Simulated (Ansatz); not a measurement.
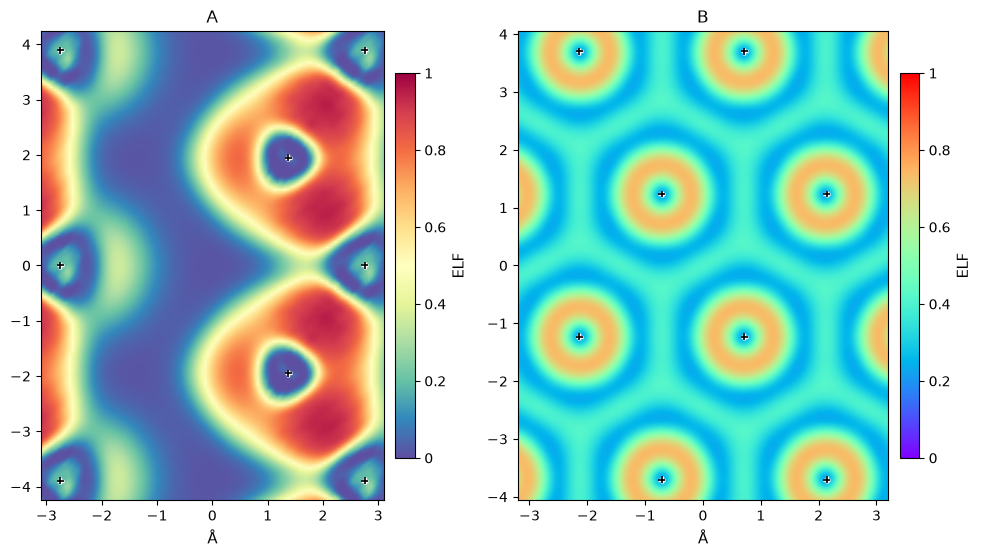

The electron localisation function of 2 systems, each on a plane through atoms (crosses mark nuclei in the plane).

Theory: Ansatz, DFT PBE, scalar-relativistic, plane waves, PAW.

System 1: Re, the (001) plane of the conventional cell. Space group R-3m; computed pressure about −13 GPa in this cell; computed without spin polarisation.

```
Re
1.0
     2.85459    0.00000   -0.00020
    -1.42730    2.47215    0.00000
    -0.00046   -0.00027    6.64621
Re
3
Direct
  0.33333 0.66667 0.66667
  0.00000 0.00000 0.00000
  0.66667 0.33333 0.33333
```

System 2: AlP, the (110) plane of the conventional cell. Space group F-43m.

```
Al P
1.0
     5.50680    0.00000    0.00000
     0.00000    0.00000   -5.50680
     0.00000    5.50680    0.00000
Al P
4 4
Direct
  0.50000 0.50000 0.00000
  0.00000 0.50000 0.50000
  0.00000 0.00000 0.00000
  0.50000 0.00000 0.50000
  0.75000 0.75000 0.25000
  0.25000 0.75000 0.75000
  0.25000 0.25000 0.25000
  0.75000 0.25000 0.75000
```

Q: Match each panel to its system.

A: Panel A is system 2, AlP: the plane holds Al and P. Al–P (2.38 Å): the ELF peaks at about 0.95 between the atoms; a shared electron pair. Panel B is system 1, Re: the plane holds Re. Re–Re (2.85 Å): the ELF is about 0.40 at the midpoint.
